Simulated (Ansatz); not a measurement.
Co$_{2}$Si

Input

```
crystal:
  lattice:
    - [4.8809145762, 0.0, 0.0]
    - [0.0, 3.7131275833, 0.0]
    - [0.0, 0.0, 7.0386361024]
  atoms:
    - { symbol: Co, position: [0.826800273, 0.75, 0.4352337952], spin: 0.26 }
    - { symbol: Co, position: [0.673199727, 0.25, 0.9352337952], spin: 0.26 }
    - { symbol: Co, position: [0.4638072967, 0.75, 0.7174559757], spin: 0.46 }
    - { symbol: Co, position: [0.0361927033, 0.25, 0.2174559757], spin: 0.46 }
    - { symbol: Co, position: [0.326800273, 0.75, 0.0647662048], spin: 0.26 }
    - { symbol: Co, position: [0.173199727, 0.25, 0.5647662048], spin: 0.26 }
    - { symbol: Co, position: [0.9638072967, 0.75, 0.7825440243], spin: 0.46 }
    - { symbol: Co, position: [0.5361927033, 0.25, 0.2825440243], spin: 0.46 }
    - { symbol: Si, position: [0.7022294063, 0.25, 0.6053462395] }
    - { symbol: Si, position: [0.7977705937, 0.75, 0.1053462395] }
    - { symbol: Si, position: [0.2022294063, 0.25, 0.8946537605] }
    - { symbol: Si, position: [0.2977705937, 0.75, 0.3946537605] }
basis:
  ecutwfc: 420
kpoints:
  mp_grid: { grid: [6, 8, 6] }
  band_path:
    path:
      - [[0.0, 0.0, 0.0], [0.5, 0.0, 0.0], [0.5, 0.5, 0.0], [0.0, 0.5, 0.0], [0.0, 0.0, 0.0], [0.0, 0.0, 0.5], [0.5, 0.0, 0.5], [0.5, 0.5, 0.5], [0.0, 0.5, 0.5], [0.0, 0.0, 0.5]]
      - [[0.5, 0.0, 0.0], [0.5, 0.0, 0.5]]
      - [[0.0, 0.5, 0.0], [0.0, 0.5, 0.5]]
      - [[0.5, 0.5, 0.0], [0.5, 0.5, 0.5]]
    npoints: 10
hamiltonian:
  xc: pbe
scf:
  occupations: { method: gaussian, width: 0.1 }
  n_extra_bands: 30
output:
  forces: true
  stress: true
  eigenvalues: true
  populations: true
  dos: { projected: true, de: 0.02, nscf_kmesh: { grid: [8, 10, 8] } }
  bader: false
  write_density: true
  write_potential: true
  elf: true
  volumetric_format: npy
magnetization:
  spin_polarized: true
checkpoint:
  read: start.run
  write: ck
  compress: false
  write_wavefunctions: false
  write_every: 100000
```

Command:

```sh
ansatz run input.yaml --threads 1 --pin off --max-ram 2560MiB --backend cpu --events-out ev --progress --plain --runs-dir out
```

Below, planes, directions and counts refer to the conventional cell (a = 4.88 Å, b = 3.71 Å, c = 7.04 Å, α = 90.00°, β = 90.00°, γ = 90.00°).

Space group Pnma; a generated structure, not necessarily the stable one; spin-polarised.

These are results of Ansatz, DFT PBE, scalar-relativistic, plane waves, PAW, not measurements.

Q: Predict the valence pseudo-density, electron localisation function and spin density between the atoms.

A: Co–Si (2.29 Å): ρ at the midpoint is about 0.49 e/Å³; the ELF peaks at about 0.65 in the valence shell of Si, 0.9 Å from its nucleus, and is about 0.45 at the midpoint.
Co–Si (2.41 Å): the density is about 0.41 e/Å³ at the midpoint; the ELF peaks at about 0.65 in the valence shell of Si, 0.9 Å from its nucleus, and is about 0.45 at the midpoint.
Co–Si (2.58 Å): the density is about 0.32 e/Å³ at the midpoint; the ELF peaks at about 0.60 in the valence shell of Si, 0.9 Å from its nucleus, and is about 0.35 at the midpoint.
The spin density sits on Co: +0.4 μB (×4) in one cell of 12 atoms: parallel main moments (a ferromagnetic arrangement) in this solution. The cell of the calculation (12 atoms) carries 2.4 μB of net spin moment.

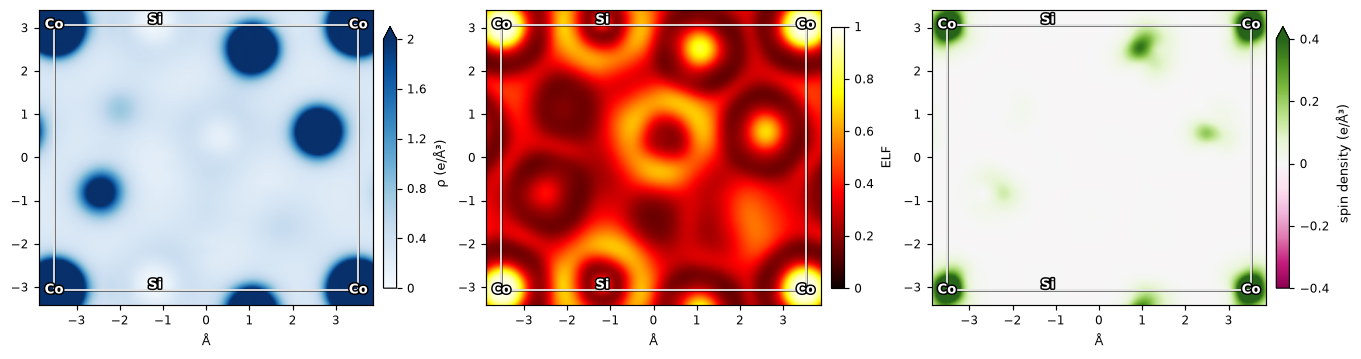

Computed valence pseudo-density, electron localisation function and spin density on the (110) plane of the conventional cell, in this order. Atoms just off the plane (Co, 0.4 Å away and Si, 0.4 Å away) can leave unmarked features too.

The density is the valence pseudo-density of a PAW calculation; it isn't the true density close to the nuclei.
